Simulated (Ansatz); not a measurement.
# Calculations on SrO and related structures

## 1. Relaxation

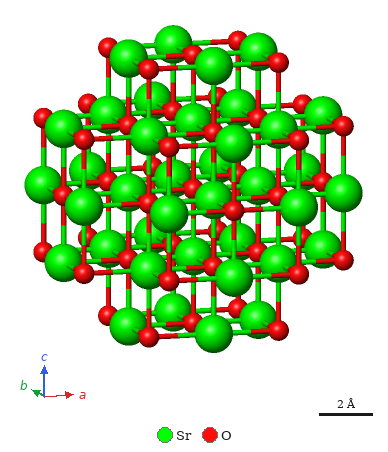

Starting structure of solid SrO (set up in Fm-3m). A ball-and-stick model of the conventional cell (4 times the calculation's cell), seen slightly off an axis. Lengths and directions refer to the drawn axes.

All numbers below come from DFT PBE, scalar-relativistic, plane waves, PAW (Ansatz 0.2.0).

Input
```yaml
crystal:
  lattice:
    - [0.0, 2.5698, 2.5698]
    - [2.5698, 0.0, 2.5698]
    - [2.5698, 2.5698, 0.0]
  atoms:
    - { symbol: Sr, position: [0.0, 0.0, 0.0] }
    - { symbol: O, position: [0.5, 0.5, 0.5] }
basis:
  ecutwfc: 420
kpoints:
  mp_grid: { grid: [8, 8, 8] }
hamiltonian:
  xc: pbe
scf:
  occupations: { method: gaussian, width: 0.02 }
output:
  forces: true
  stress: true
  eigenvalues: true
  write_density: true
  write_potential: true
  elf: true
  volumetric_format: npy
relax:
  adjacent_minimum: "off"
  f_tol: 0.005
  max_steps: 80
  cell: { stress_tol: 0.05 }
```

Launched with:
```bash
ansatz run input.yaml --threads 4 --pin off --max-ram 9216MiB --backend cpu --events-out ev --progress --plain --runs-dir out
```

Q: What does the optimiser find from here?

A: The atoms keep their places relative to the cell (all moves are under 0.005 Å). The volume changes by +3.3 %, with a = b = c 5.140 → 5.195 Å (+1.1 %). Among the contacts that change: Sr1–O2 2.570 → 2.597 Å. The space group stays Fm-3m (No. 225). The energy falls by 4.9 meV per atom in 4 accepted moves (6 points after the start). All forces vanish by symmetry, so only the cell relaxes. Pressure: 2.92 GPa at the start and 0.01 GPa at the end. The SCF was repeated twice at an unchanged geometry on a basis and grid sized afresh for the cell, which shifted the energy by 1.3 meV per atom at most. Cost: 2 s on 4 threads of Arm Neoverse V2, on a shared host, peak memory 0.29 GiB.

History of the run:

```csv
step,"E − E(0), meV/atom","pressure, GPa","volume, Å³/atom",note
0,0.00,2.92,16.971,
1,2.03,-2.56,18.032,
2,-3.44,-0.12,17.521,
3,-3.51,0.01,17.496,
4,-4.84,0.14,17.496,"same geometry, new basis"
5,-4.79,0.01,17.523,
6,-4.89,0.01,17.523,"same geometry, new basis"
```

The end point in the same view:

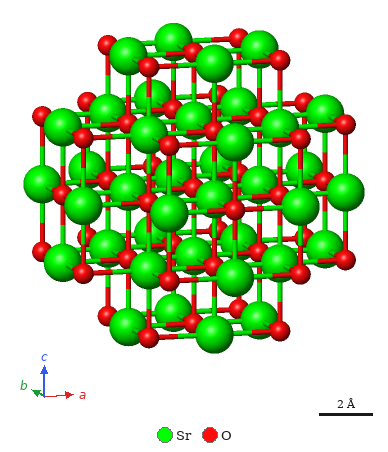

## 2. Relaxation

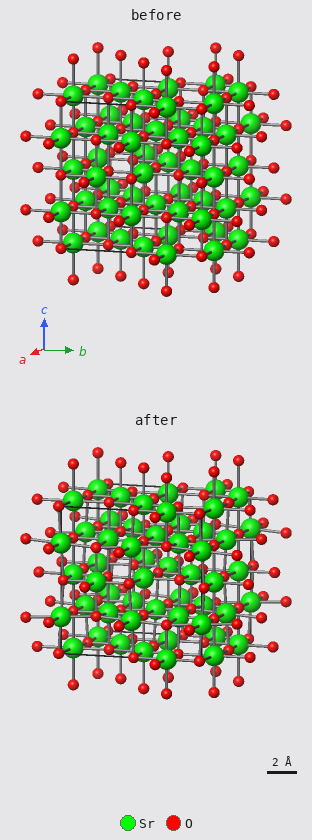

The structure of a defect cell of composition Sr$_{7}$O$_{8}$ before (top) and after (bottom) a relaxation, at one scale.

Style: ball-and-stick. Shown: the conventional cell (4 times the calculation's cell) (origin shifted), slightly off an axis. Lengths and directions refer to the drawn axes.

Case: Sr vacancy, atoms relaxed.

The calculation used DFT PBE, scalar-relativistic, plane waves, PAW in Ansatz.

Input
```yaml
crystal:
  lattice:
    - [0.0, 5.1947835166, -5.1947835166]
    - [5.1947835166, 5.1947835166, 0.0]
    - [5.1947835166, 0.0, -5.1947835166]
  atoms:
    - { symbol: Sr, position: [0.0, 0.5, 0.5] }
    - { symbol: Sr, position: [0.5, 0.0, 0.5] }
    - { symbol: Sr, position: [0.5, 0.5, 0.5] }
    - { symbol: Sr, position: [0.0, 0.0, 1.0] }
    - { symbol: Sr, position: [0.0, 0.5, 1.0] }
    - { symbol: Sr, position: [0.5, 0.0, 1.0] }
    - { symbol: Sr, position: [0.5, 0.5, 1.0] }
    - { symbol: O, position: [0.25, 0.75, 0.25] }
    - { symbol: O, position: [0.25, 0.25, 0.25] }
    - { symbol: O, position: [0.75, 0.75, 0.25] }
    - { symbol: O, position: [0.75, 0.25, 0.25] }
    - { symbol: O, position: [0.25, 0.75, 0.75] }
    - { symbol: O, position: [0.25, 0.25, 0.75] }
    - { symbol: O, position: [0.75, 0.75, 0.75] }
    - { symbol: O, position: [0.75, 0.25, 0.75] }
basis:
  ecutwfc: 420
kpoints:
  mp_grid: { grid: [4, 4, 4] }
hamiltonian:
  xc: pbe
scf:
  occupations: { method: gaussian, width: 0.05 }
output:
  forces: true
  stress: true
  eigenvalues: true
relax:
  adjacent_minimum: "off"
  f_tol: 0.02
  max_steps: 50
```

Command:
```bash
ansatz run input.yaml --threads 4 --pin off --max-ram 9216MiB --backend cpu --events-out ev --progress --plain --runs-dir out
```

### Describe what moved and what it gained.

After 3 geometry steps the energy has fallen by 0.687 eV per cell of the calculation. The largest force component goes from 1.3 to 0.00011 eV/Å. The largest moves, 0.17 Å, are those of O8, O9, O11, O12, O14 and O15. O9 goes along +b. Sr stays in place. The lattice vectors keep their values. Among the contacts that change: Sr7–O11 2.597 → 2.425 Å. Among the angles between lasting bonds that change: O9–Sr5–O11 90.0° → 97.6°, Sr1–O8–Sr6 180.0° → 172.4°, O9–Sr5–O12 90.0° → 82.4°. The run took 12 s on 4 threads of Arm Neoverse V2, on a shared host, peak memory 0.79 GiB.

Limits of the set-up: the periodic images lie only 7.3 Å apart, so the values are limited by the cell's size.

## 3. Path

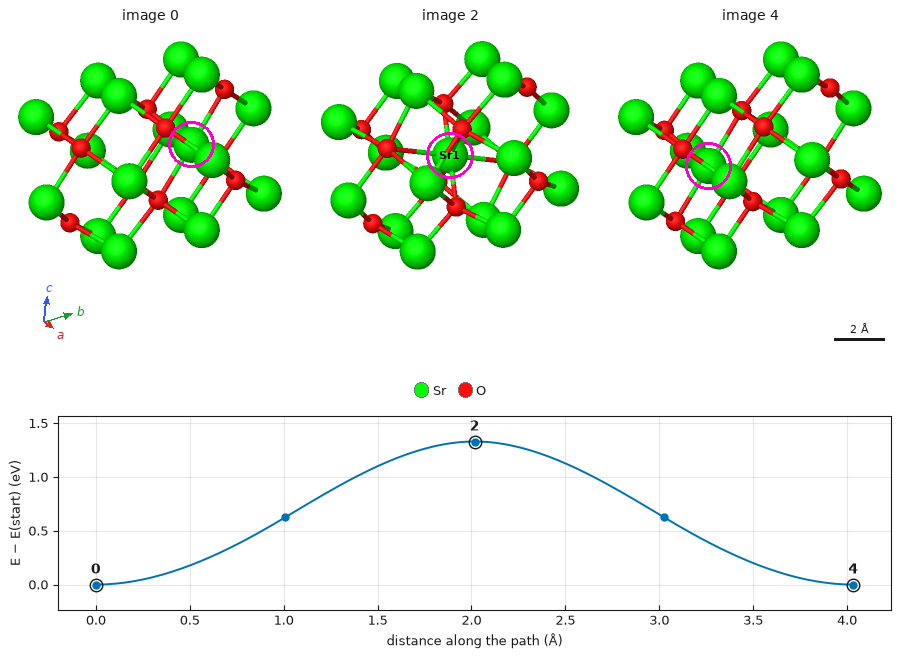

A nudged-elastic-band calculation for a defect cell of composition Sr7O8 with a Sr vacancy (15 atoms in the cell). Images are numbered from 0 (start) to 4 (end). The picture is a ball-and-stick view of the atoms within 4.8 Å of the middle of the path, seen slightly off an axis. The moving atom is ringed, with any periodic copies. Bonds to atoms that aren't drawn are left out.

Method: DFT PBE, scalar-relativistic, plane waves, PAW (Ansatz 0.2.0).

Input
```yaml
crystal:
  lattice:
    - [0.0, 5.1947835166, -5.1947835166]
    - [5.1947835166, 5.1947835166, 0.0]
    - [5.1947835166, 0.0, -5.1947835166]
  atoms:
    - { symbol: Sr, position: [0.0, 0.5, 0.5] }
    - { symbol: Sr, position: [0.5, 0.0, 0.5] }
    - { symbol: Sr, position: [0.5, 0.5, 0.5] }
    - { symbol: Sr, position: [0.0, 0.0, 1.0] }
    - { symbol: Sr, position: [0.0, 0.5, 1.0] }
    - { symbol: Sr, position: [0.5, 0.0, 1.0] }
    - { symbol: Sr, position: [0.5, 0.5, 1.0] }
    - { symbol: O, position: [0.2665638086, 0.7334361914, 0.2334361914] }
    - { symbol: O, position: [0.2665638086, 0.2665638086, 0.2334361914] }
    - { symbol: O, position: [0.75, 0.75, 0.25] }
    - { symbol: O, position: [0.7334361914, 0.2665638086, 0.2334361914] }
    - { symbol: O, position: [0.2665638086, 0.7334361914, 0.7665638086] }
    - { symbol: O, position: [0.25, 0.25, 0.75] }
    - { symbol: O, position: [0.7334361914, 0.7334361914, 0.7665638086] }
    - { symbol: O, position: [0.7334361914, 0.2665638086, 0.7665638086] }
basis:
  ecutwfc: 420
kpoints:
  mp_grid: { grid: [4, 4, 4] }
hamiltonian:
  xc: pbe
scf:
  occupations: { method: gaussian, width: 0.05 }
output:
  forces: true
neb:
  images: 3
  f_tol: 0.05
  max_iterations: 60
  order_check: false
  final_atoms:
    - { symbol: Sr, position: [0.0, 0.0, 0.5] }
    - { symbol: Sr, position: [0.5, 0.0, 0.5] }
    - { symbol: Sr, position: [0.5, 0.5, 0.5] }
    - { symbol: Sr, position: [0.0, 0.0, 1.0] }
    - { symbol: Sr, position: [0.0, 0.5, 1.0] }
    - { symbol: Sr, position: [0.5, 0.0, 1.0] }
    - { symbol: Sr, position: [0.5, 0.5, 1.0] }
    - { symbol: O, position: [0.2665638158, 0.7665638158, 0.2334361842] }
    - { symbol: O, position: [0.2665638158, 0.2334361842, 0.2334361842] }
    - { symbol: O, position: [0.7334361842, 0.7665638158, 0.2334361842] }
    - { symbol: O, position: [0.75, 0.25, 0.25] }
    - { symbol: O, position: [0.25, 0.75, 0.75] }
    - { symbol: O, position: [0.2665638158, 0.2334361842, 0.7665638158] }
    - { symbol: O, position: [0.7334361842, 0.7665638158, 0.7665638158] }
    - { symbol: O, position: [0.7334361842, 0.2334361842, 0.7665638158] }
  climbing: false
```

Run as
```bash
ansatz run input.yaml --threads 4 --pin off --max-ram 9216MiB --backend cpu --events-out ev --progress --plain --runs-dir out
```

### Read off the barrier and say what moves.

It is a vacancy jump: a nearby atom moves into the empty site and leaves its own site empty. A Sr atom travels furthest, 3.67 Å from end to end, along −b, on a straight line. At the highest image its nearest neighbour (O) is 2.22 Å away, against 2.60 Å at the start, and the surrounding atoms stand up to 0.28 Å off the mean of their end positions. The two ends have the same energy, and the highest point, image 2, lies 1.33 eV above the start. The band converged in 5 iterations. The largest component of the band force went from 3.2 to 0.022 eV/Å. No image climbed, so the highest image needn't lie on the saddle point, and the true maximum along this path can be higher.

Limits of the set-up: the periodic images lie only 7.3 Å apart, so the values are limited by the cell's size.
